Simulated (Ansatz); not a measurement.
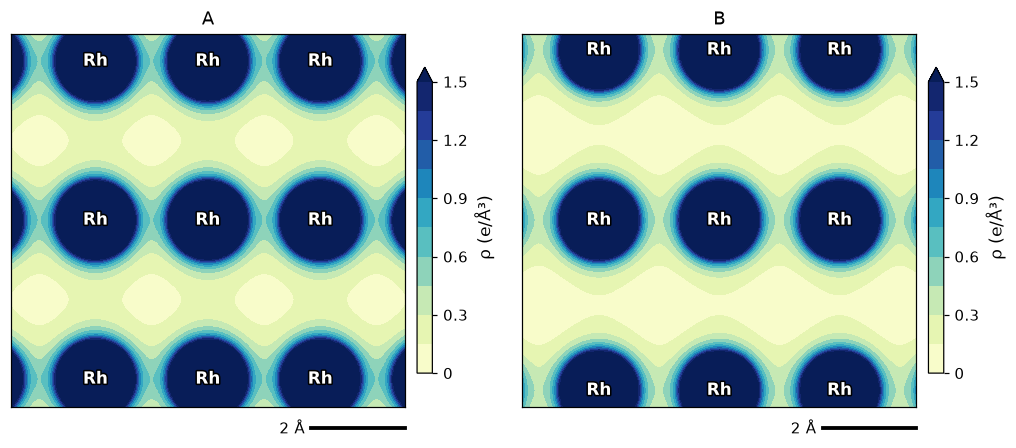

Rh. The valence pseudo-density of two cells that differ in size, on the (011) plane of each (indices in the axes of the calculation cell), at one length scale and on one colour scale: B has 17.1 Å³ an atom and A 14.0.

These are results of Ansatz, DFT, m-r2SCAN, plane waves (500 eV) with PAW, scalar-relativistic, not measurements.

### What changes from the larger cell to the smaller?

From the larger cell to the smaller, Rh–Rh goes from 2.58 to 2.41 Å, and the density at its midpoint from 0.43 to 0.59 e/Å³; the pressure goes from −13 to 36 GPa.
